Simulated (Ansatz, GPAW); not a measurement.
# hexatriene-1,6-dithiol between two Ni chains: relaxation, then transmission at several levels, part 3 of 5

Aim: the conductance of hexatriene-1,6-dithiol between two Ni chains after relaxation, and whether geometry, basis or functional moves it most.

GPAW 26.7.0 and Ansatz 0.2.0; Ansatz plane waves; relaxation of the junction with the lead ends held; PAW set soft_1 (the session's first sound run).

So far. Step 2 (Relaxation): The relaxation lowered the energy of the cell by 1.52 eV.

## 3. Plane-wave reference (PBE) (continued)

Level of this step: Ansatz plane waves; Landauer transmission by layers, zero bias; PAW set soft_1 (Ansatz).

The valence density, planar mean (density) oscillates, so the rows of the table below give means over windows of 2.23 Å about each position, cut where the curve ends. Its first 14 maxima inside the range that stand out by 2 % of the span (Å: e/Å³): 1.0: 0.227, 3.3: 0.229, 5.3: 0.225, 7.6: 0.230, 9.7: 0.223, 11.9: 0.232, 13.5: 0.231, 15.4: 0.233, 16.8: 0.0376, 19.2: 0.0643, 21.4: 0.0604, 23.6: 0.0643, 26.0: 0.0376, 27.3: 0.233. Its first 14 minima: 2.2: 0.0127, 4.3: 0.0125, 6.5: 0.0127, 8.6: 0.0125, 10.8: 0.0128, 12.8: 0.0228, 14.6: 0.0162, 16.2: 0.0304, 18.0: 0.0227, 20.2: 0.0251, 22.6: 0.0251, 24.8: 0.0227, 26.6: 0.0305, 28.2: 0.0162.

Valence density, planar mean against z; means over each step:

```
z (Å)  density (e/Å³)  rho spin (e/Å³)
 1.11          0.0746          0.00469
 3.34          0.0746          0.00465
 5.57          0.0747          0.00471
 7.80          0.0747          0.00464
10.03          0.0749          0.00467
12.26          0.0933          0.00559
14.49           0.105          0.00494
16.72          0.0454          0.00126
18.95          0.0405           4.2e-5
21.18          0.0400           2.3e-5
23.41          0.0409           3.6e-5
25.64          0.0312           4.1e-4
27.87          0.0869          0.00368
30.10           0.120          0.00716
32.33          0.0774          0.00473
34.56          0.0764          0.00483
36.79          0.0759          0.00483
39.02          0.0754          0.00470
41.25          0.0751          0.00479
```

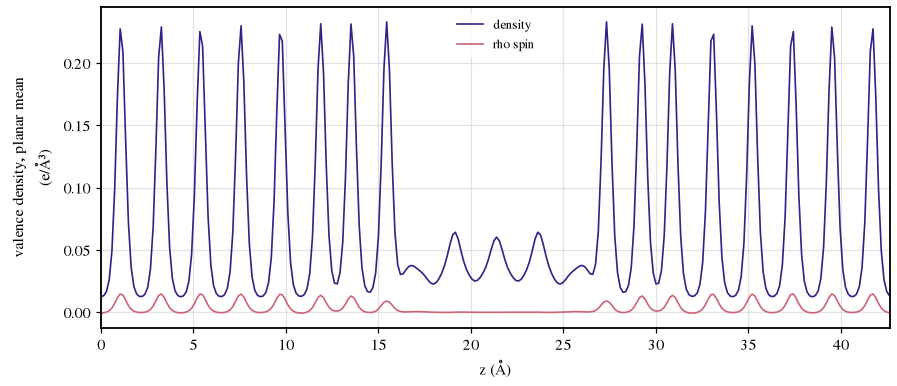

Valence density, planar mean, plotted against z.

The largest of the program's own error estimates on the conductance is 13 %. T at the Fermi level is 0.840 of 3.5 open channels a spin.

## 4. Double-zeta polarised basis

Localised orbitals split the wire into layers that couple to their neighbours alone, which is what the Green's function method needs; double zeta with polarisation is the usual level for numbers.

This step: GPAW LCAO, PAW setups; Landauer transmission from Green's functions with principal layers (ASE), zero bias (GPAW 26.7.0).

File run.py:

```python
import json
import numpy as np
from ase import Atoms
from ase.transport.calculators import TransportCalculator
from gpaw import GPAW, FermiDirac
from gpaw.lcao.tools import get_lcao_hamiltonian
from scipy.linalg import eigh

# The junction with lead layers at both ends, along the third cell vector
device = Atoms(
    ['Ni', 'Ni', 'Ni', 'Ni', 'Ni', 'Ni', 'Ni', 'Ni', 'S', 'C', 'H', 'H', 'C', 'C', 'H', 'H', 'C', 'C', 'H', 'H', 'C', 'S', 'Ni', 'Ni', 'Ni', 'Ni', 'Ni', 'Ni', 'Ni', 'Ni'],
    positions=[
        [6.04302, 4.50000, 1.08000],
        [6.04302, 4.50000, 3.24000],
        [6.04302, 4.50000, 5.40000],
        [6.04302, 4.50000, 7.56000],
        [6.04302, 4.50000, 9.72000],
        [6.04302, 4.50000, 11.88000],
        [4.91415, 5.36968, 13.54277],
        [5.62844, 4.53127, 15.44665],
        [4.27447, 4.25637, 17.01337],
        [4.53018, 4.43637, 18.69980],
        [6.64679, 4.39430, 19.08197],
        [3.56058, 4.49947, 19.20920],
        [5.64810, 4.45318, 19.52416],
        [5.52103, 4.51580, 20.93173],
        [7.58787, 4.43150, 21.45146],
        [4.50197, 4.57727, 21.32985],
        [6.56877, 4.49268, 21.84954],
        [6.44157, 4.55515, 23.25711],
        [8.52908, 4.51012, 23.57256],
        [5.44281, 4.61400, 23.69916],
        [7.55934, 4.57255, 24.08166],
        [7.81410, 4.75333, 25.76810],
        [6.46025, 4.47503, 27.33396],
        [7.17692, 3.63820, 29.23777],
        [6.04302, 4.50000, 30.90136],
        [6.04302, 4.50000, 33.06136],
        [6.04302, 4.50000, 35.22136],
        [6.04302, 4.50000, 37.38136],
        [6.04302, 4.50000, 39.54136],
        [6.04302, 4.50000, 41.70136]],
    cell=[[12.08605, 0.0, 0.0], [0.0, 9.0, 0.0], [0.0, 0.0, 42.78136]],
    pbc=True,
    magmoms=[1.0, 1.0, 1.0, 1.0, 1.0, 1.0, 1.0, 1.0, 0.0, 0.0, 0.0, 0.0, 0.0, 0.0, 0.0, 0.0, 0.0, 0.0, 0.0, 0.0, 0.0, 0.0, 1.0, 1.0, 1.0, 1.0, 1.0, 1.0, 1.0, 1.0])

# One principal layer of the lead: the first 5 atoms of the device
lead = Atoms(
    ['Ni', 'Ni', 'Ni', 'Ni', 'Ni'],
    positions=[
        [6.04302, 4.50000, 1.08000],
        [6.04302, 4.50000, 3.24000],
        [6.04302, 4.50000, 5.40000],
        [6.04302, 4.50000, 7.56000],
        [6.04302, 4.50000, 9.72000]],
    cell=[[12.08605, 0.0, 0.0], [0.0, 9.0, 0.0], [0.0, 0.0, 10.8]],
    pbc=True,
    magmoms=[1.0, 1.0, 1.0, 1.0, 1.0])

settings = dict(mode='lcao', basis='dzp', xc='PBE', h=0.18,
                occupations=FermiDirac(0.1), maxiter=250,
                mixer=dict(beta=0.05, nmaxold=8, weight=100.0),
                convergence=dict(density=0.0001))
energies = np.arange(-2, 2 + 1e-9, 0.025)
eta = 0.0001
n1, n2 = 1, 1
# k and -k transmit alike, so half of the mesh across the current serves
mesh = [(i, j) for i in range(n1) for j in range(n2) if (i, j) <= (-i % n1, -j % n2)]
weights = np.array([1 if (i, j) == (-i % n1, -j % n2) else 2 for i, j in mesh]) / (n1 * n2)

# [... helper functions left out ...]
fermi_lead = ground_state(lead, (1, 1, 11), 'lead.txt')
fermi_device = ground_state(device, (1, 1, 2), 'device.txt')
# [... loop over the mesh left out, but for ...]
        # Shift the lead onto the potential of the device's first layer
        shift = ((H[:, 0, 0] - H0[:, 0, 0]) / S0[0, 0]).real.mean()
# [...]
kT = 8.617333e-5 * 300
bias = [0.1, 0.2, 0.5, 1.0, 1.5, 2.0]
# [... integrals and printing left out ...]
```

Launch:

```console
$ OMP_NUM_THREADS=1 OPENBLAS_NUM_THREADS=1 python run.py
```

Numbers of over 12 decimals in the logs are rounded to 6 here.

Log:

```text
basis functions: device 566, principal layer 135
Fermi level: lead -3.7183 eV, device -3.5294 eV; lead shifted by 0.0006 eV
largest coupling past the next layer 1.00e-05 eV, largest misfit of the first layer 0.101 eV
  E-E_F (eV)   T up        T down      [channel counts left out]
    -2.000    7.2649e-01  2.5896e-01
    -1.975    7.6722e-01  3.4536e-01
    -1.950    7.8455e-01  4.4978e-01
    -1.925    7.6737e-01  4.2834e-01
    -1.900    7.0403e-01  7.2236e-02
    -1.875    5.9008e-01  2.7049e-02
    -1.850    4.4504e-01  2.4550e-02
    -1.825    3.0780e-01  2.0447e-02
    -1.800    2.0460e-01  1.7080e-02
    -1.775    1.3709e-01  1.4549e-02
    -1.750    9.5588e-02  1.2840e-02
    -1.725    7.0511e-02  1.1605e-02
    -1.700    5.5359e-02  1.0738e-02
    -1.675    4.6315e-02  1.0115e-02
    -1.650    4.1308e-02  9.6286e-03
    -1.625    3.9446e-02  9.1858e-03
[...]
1.825    9.8763e-01  2.9020e-01
     1.850    7.1579e-01  5.8307e-01
     1.875    4.2686e-01  9.5042e-01
     1.900    2.6141e-01  8.8061e-01
     1.925    1.7106e-01  5.4677e-01
     1.950    1.1656e-01  3.2696e-01
     1.975    1.4511e-01  2.0939e-01
     2.000    1.9080e-01  1.4393e-01
conductance at 300 K: 0.67427 G0 a cell; thermopower 21.74 uV/K
current from the zero-bias T(E) at 0.1 V: 5.2626 uA
current from the zero-bias T(E) at 0.2 V: 10.519 uA
current from the zero-bias T(E) at 0.5 V: 22.719 uA
current from the zero-bias T(E) at 1.0 V: 33.651 uA
current from the zero-bias T(E) at 1.5 V: 36.173 uA
current from the zero-bias T(E) at 2.0 V: 47.054 uA
```

Elapsed: 45 min, on 1 thread of Arm Neoverse N1, shared host; peak memory 3.3 GiB.

This step gave:

```yaml
junction_conductance_per_cell: 0.6743 G₀
largest_coupling_past_the_next_principal_layer: 1.00e-5 eV
largest_misfit_of_the_first_principal_layer: 0.1009 eV
shift_that_aligns_the_lead: 5.91e-4 eV
basis_functions_of_the_junction: 566
basis_functions_of_a_principal_layer: 135
transmission_spin_up: 0.5006
transmission_spin_down: 0.7771
```

Each spin. Table of transmission, zone mean by energy, zero at the Fermi level:

```
energy (eV)     T up   T down
     -2.000    0.726    0.259
     -1.800    0.205   0.0171
     -1.600   0.0413  0.00870
     -1.475    0.880  0.00539
     -1.400    0.145  0.00541
     -1.200    0.145   0.0602
     -1.025    0.609    0.992
     -1.000    0.791    0.928
     -0.975    0.979    0.779
     -0.850    0.811    0.872
     -0.800    0.172    0.655
     -0.600   0.0165   0.0498
     -0.400   0.0545    0.260
     -0.200    0.257    0.991
     -0.075    0.994    0.815
      0.000    0.501    0.777
      0.200   0.0609    0.578
      0.400   0.0209    0.741
      0.600   0.0113   0.0873
      0.800  0.00823   0.0441
      1.000  0.00775   0.0213
      1.200  0.00973   0.0167
      1.400   0.0192   0.0213
      1.600   0.0234   0.0581
      1.800    0.819    0.137
      1.825    0.988    0.290
      2.000    0.191    0.144
```

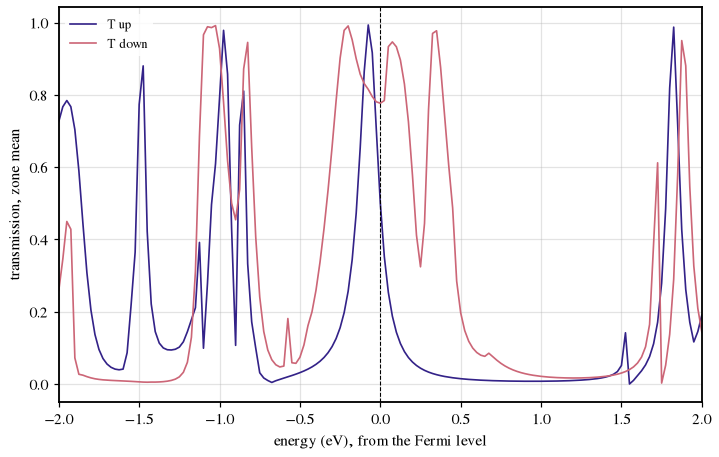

Transmission, zone mean, plotted against energy.

Not self-consistent under bias; the bias window is split evenly. Table of current through one cell, from the zero-bias transmission by bias:

```
bias (V)  current through one cell, from the zero-bias transmission (μA)
   0.100                                                            5.26
   0.200                                                            10.5
   0.500                                                            22.7
   1.000                                                            33.7
   1.500                                                            36.2
   2.000                                                            47.1
```

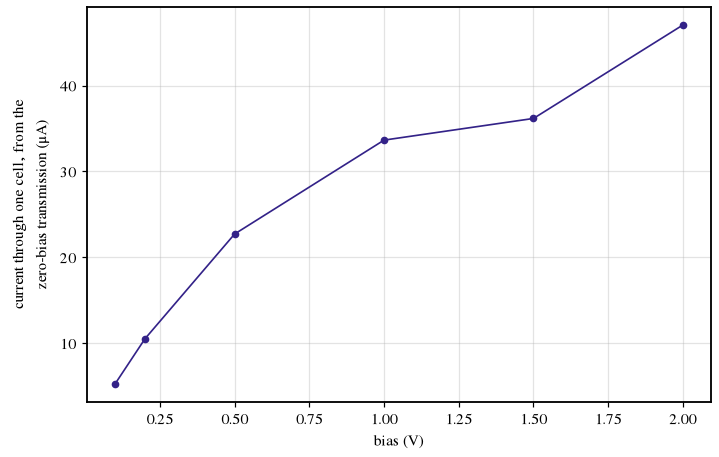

Current through one cell, from the zero-bias transmission, plotted against bias.

The transmission of the three most open eigenchannels by energy, zero at the Fermi level:

```
energy (eV)  channel 1 up  channel 2 up  channel 3 up  channel 1 down  channel 2 down  channel 3 down
     -2.000         0.726        2.3e-4        5.7e-7           0.259               0               0
     -1.500         0.771       0.00293        2.5e-6         0.00556          3.8e-4          3.6e-9
     -1.000         0.791        3.5e-4        2.2e-5           0.928          6.5e-4          8.8e-7
     -0.500        0.0316             0             0          0.0741          6.0e-5          1.3e-7
      0.000         0.501             0             0           0.777          3.4e-6          2.3e-7
      0.500        0.0148             0             0           0.197          3.6e-6          4.0e-8
      1.000       0.00775             0             0          0.0213               0               0
      1.500        0.0515             0             0          0.0305               0               0
      2.000         0.191        6.7e-5        6.5e-8           0.144               0               0
```

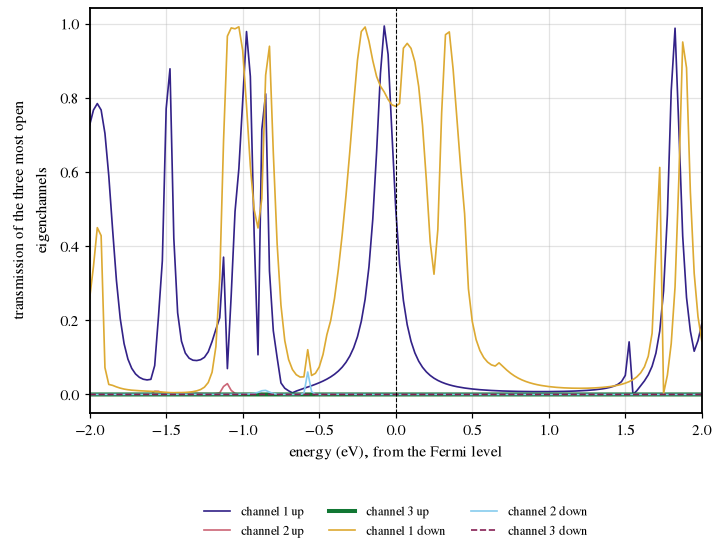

Transmission of the three most open eigenchannels, plotted against energy.

Site moment by element, in μB:

```
element  atoms  mean  spread (r.m.s.)  least  largest
     Ni     16  1.13             0.11   0.87     1.21
      S      2  0.03             0.00   0.03     0.03
      C      6  0.00             0.00   0.00     0.01
      H      6  0.00             0.00   0.00     0.00
```

The atoms farthest from the mean of their element:

```
atom        x, y, z (Å)  site moment (μB)
Ni23  6.46, 4.48, 27.33              0.87
 Ni8  5.63, 4.53, 15.45              0.87
Ni26  6.04, 4.50, 33.06              1.21
 Ni5   6.04, 4.50, 9.72              1.21
 Ni7  4.91, 5.37, 13.54              1.06
Ni24  7.18, 3.64, 29.24              1.06
 Ni2   6.04, 4.50, 3.24              1.21
Ni29  6.04, 4.50, 39.54              1.21
```

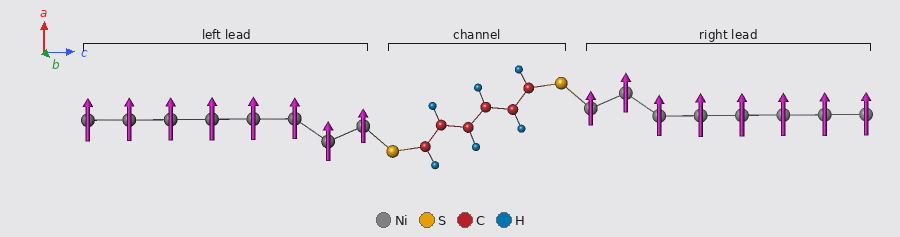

Site moment as arrows, the longest 1.21 μB. Up and down stand for the sign. Arrows give size and sign along the axis of quantisation, drawn up and down the page.

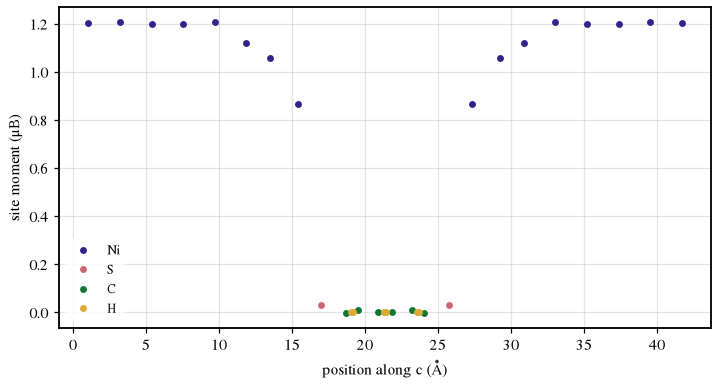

Site moment along the cell.

At the Fermi level T is 0.639 against 0.840 in plane waves. Couplings past the next layer reach 1.0e-5 eV, small enough to drop; the matrix elements of the cell's first layer differ from the bulk lead's by up to 0.10 eV. That layer keeps its own values in the calculation, and only beyond it is the lead taken as perfect. The Fermi levels of lead and junction count from different zeros of potential, one for each periodic cell; with both set to zero, the small remaining shift is what aligns them. By hand: G = 0.6743 × 77.48 μS = 52.2 μS, a resistance of 19.1 kΩ; at 0.1 V a linear junction would pass 5.22 μA, and the integral over the bias window gives 5.26 μA.

## 5. Single-zeta polarised basis

One radial function a shell plus polarisation makes the matrices smaller; the question is what that costs.

Edit run.py of step 4 so:

```diff
@@ -59,3 +59,3 @@
 
-settings = dict(mode='lcao', basis='dzp', xc='PBE', h=0.18,
+settings = dict(mode='lcao', basis='szp(dzp)', xc='PBE', h=0.18,
                 occupations=FermiDirac(0.1), maxiter=250,
```

Log:

```text
basis functions: device 336, principal layer 75
Fermi level: lead -3.3627 eV, device -3.4275 eV; lead shifted by -0.0492 eV
largest coupling past the next layer 1.01e-05 eV, largest misfit of the first layer 0.498 eV
  E-E_F (eV)   T up        T down      [channel counts left out]
    -2.000    7.8955e-01  2.3805e-01
    -1.975    6.3287e-01  1.5590e-01
    -1.950    3.5519e-01  7.2051e-02
[...]
1.975    1.2697e-01  1.7988e-01
     2.000    1.2335e-01  1.7105e-01
conductance at 300 K: 0.45287 G0 a cell; thermopower 4.425 uV/K
current from the zero-bias T(E) at 0.1 V: 3.5786 uA
current from the zero-bias T(E) at 0.2 V: 7.3156 uA
current from the zero-bias T(E) at 0.5 V: 17.116 uA
current from the zero-bias T(E) at 1.0 V: 29.287 uA
current from the zero-bias T(E) at 1.5 V: 31.641 uA
current from the zero-bias T(E) at 2.0 V: 40.459 uA
```

Run time: 66 min. Hardware: 1 thread; peak memory 3.2 GiB.

Numbers from this step:

```yaml
junction_conductance_per_cell: 0.4529 G₀
largest_coupling_past_the_next_principal_layer: 1.01e-5 eV
largest_misfit_of_the_first_principal_layer: 0.4977 eV
shift_that_aligns_the_lead: -0.04918 eV
basis_functions_of_the_junction: 336
basis_functions_of_a_principal_layer: 75
transmission_spin_up: 0.05518
transmission_spin_down: 0.7200
```

The conductance, 0.453 G₀, lies 33 % below that of the dzp run. The first layer now differs from the lead by 0.50 eV after a shift of -0.049 eV, a far poorer match of lead and junction than at the start, whatever the conductance shows.

## 6. Minimal basis

One function for each valence shell of the setup, as for a first survey of a large system.

Edit run.py of step 5 so:

```diff
@@ -59,3 +59,3 @@
 
-settings = dict(mode='lcao', basis='szp(dzp)', xc='PBE', h=0.18,
+settings = dict(mode='lcao', basis='sz(dzp)', xc='PBE', h=0.18,
                 occupations=FermiDirac(0.1), maxiter=250,
```

Log:

```text
basis functions: device 230, principal layer 60
Fermi level: lead -3.4133 eV, device -3.5206 eV; lead shifted by -0.0384 eV
largest coupling past the next layer 1.02e-05 eV, largest misfit of the first layer 0.548 eV
  E-E_F (eV)   T up        T down      [channel counts left out]
    -2.000    4.3421e-01  2.3164e-02
    -1.975    3.8244e-01  8.6510e-03
    -1.950    3.3165e-01  1.2150e-03
[...]
1.975    9.4343e-02  1.3120e-01
     2.000    9.2266e-02  1.2662e-01
conductance at 300 K: 0.36025 G0 a cell; thermopower -47.19 uV/K
current from the zero-bias T(E) at 0.1 V: 2.7293 uA
current from the zero-bias T(E) at 0.2 V: 5.2019 uA
current from the zero-bias T(E) at 0.5 V: 10.619 uA
current from the zero-bias T(E) at 1.0 V: 21.129 uA
current from the zero-bias T(E) at 1.5 V: 25.331 uA
current from the zero-bias T(E) at 2.0 V: 31.353 uA
```

Wall time 50 min (1 thread); peak memory 3.1 GiB.

Numbers from this step:

```yaml
junction_conductance_per_cell: 0.3602 G₀
largest_coupling_past_the_next_principal_layer: 1.02e-5 eV
largest_misfit_of_the_first_principal_layer: 0.5476 eV
shift_that_aligns_the_lead: -0.03842 eV
basis_functions_of_the_junction: 230
basis_functions_of_a_principal_layer: 60
transmission_spin_up: 0.01407
transmission_spin_down: 0.7757
```

The conductance, 0.360 G₀, lies 47 % below that of the dzp run. The first layer now differs from the lead by 0.55 eV after a shift of -0.038 eV, a far poorer match of lead and junction than at the start, whatever the conductance shows.

## 7. revPBE in the dzp basis: xc = "revPBE"

Back in the dzp basis, the functional changes from PBE to revPBE, to set the spread between functionals beside that between bases.

Edit run.py of step 6 so:

```diff
@@ -59,3 +59,3 @@
 
-settings = dict(mode='lcao', basis='sz(dzp)', xc='PBE', h=0.18,
+settings = dict(mode='lcao', basis='dzp', xc='revPBE', h=0.18,
                 occupations=FermiDirac(0.1), maxiter=250,
```

Log:

```text
basis functions: device 566, principal layer 135
Fermi level: lead -3.5874 eV, device -3.4110 eV; lead shifted by 0.0007 eV
largest coupling past the next layer 9.86e-06 eV, largest misfit of the first layer 0.103 eV
  E-E_F (eV)   T up        T down      [channel counts left out]
    -2.000    7.7545e-01  2.3344e-01
    -1.975    8.0162e-01  3.1293e-01
    -1.950    7.9617e-01  4.1309e-01
[...]
1.975    1.3995e-01  2.4509e-01
     2.000    1.7971e-01  1.6408e-01
conductance at 300 K: 0.65167 G0 a cell; thermopower 23.92 uV/K
current from the zero-bias T(E) at 0.1 V: 5.1219 uA
current from the zero-bias T(E) at 0.2 V: 10.404 uA
current from the zero-bias T(E) at 0.5 V: 23.082 uA
current from the zero-bias T(E) at 1.0 V: 33.95 uA
current from the zero-bias T(E) at 1.5 V: 36.596 uA
current from the zero-bias T(E) at 2.0 V: 47.171 uA
```

It took 45 min on 1 thread; peak memory 3.3 GiB.

Numbers from this step:

* junction conductance per cell: 0.6517 G₀
* largest coupling past the next principal layer: 9.86e-6 eV
* largest misfit of the first principal layer: 0.1030 eV
* shift that aligns the lead: 7.37e-4 eV
* basis functions of the junction: 566
* basis functions of a principal layer: 135
* transmission, spin up: 0.4131
* transmission, spin down: 0.7928

Each spin. Transmission, zone mean against energy, zero at the Fermi level:

```
energy (eV)     T up   T down
     -2.000    0.775    0.233
     -1.800    0.152   0.0170
     -1.600   0.0592  0.00925
     -1.500    0.940  0.00605
     -1.400    0.120  0.00489
     -1.200    0.169   0.0401
     -1.025    0.786    0.993
     -1.000    0.970    0.971
     -0.875    0.967    0.608
     -0.800    0.106    0.775
     -0.600   0.0176   0.0827
     -0.400   0.0550    0.263
     -0.200    0.278    0.993
     -0.075    0.985    0.872
      0.000    0.413    0.793
      0.200   0.0534    0.684
      0.400   0.0191    0.791
      0.600   0.0106   0.0938
      0.800  0.00777   0.0463
      1.000  0.00734   0.0217
      1.200  0.00917   0.0166
      1.400   0.0176   0.0205
      1.600   0.0188   0.0515
      1.800    0.693    0.110
      1.825    0.985    0.234
      2.000    0.180    0.164
```

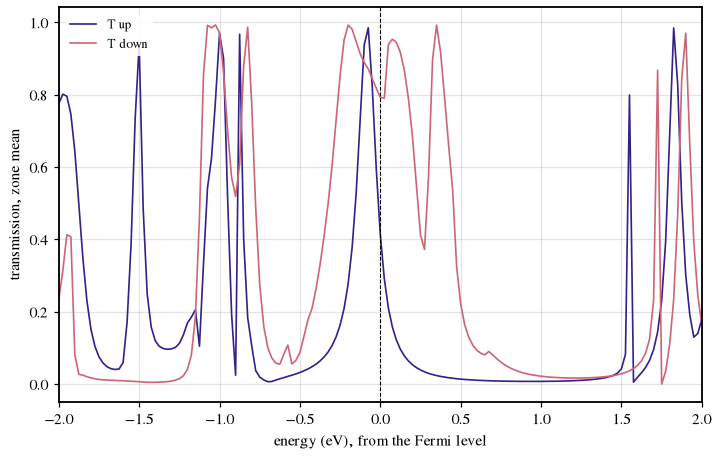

Transmission, zone mean, plotted against energy.

The conductance, 0.652 G₀, lies 3.4 % below that of the dzp run.

[end of part 3 of 5]

[Logs are printed without paths, hosts, clocks, repeated set-up lines and the standing remarks that a program may print on its own settings, such as how far it seeks lower states.]

[Hosts, paths, dates, database ids (printed as entryN), source tags and the programs' standing remarks are cut or masked in the printed files.]
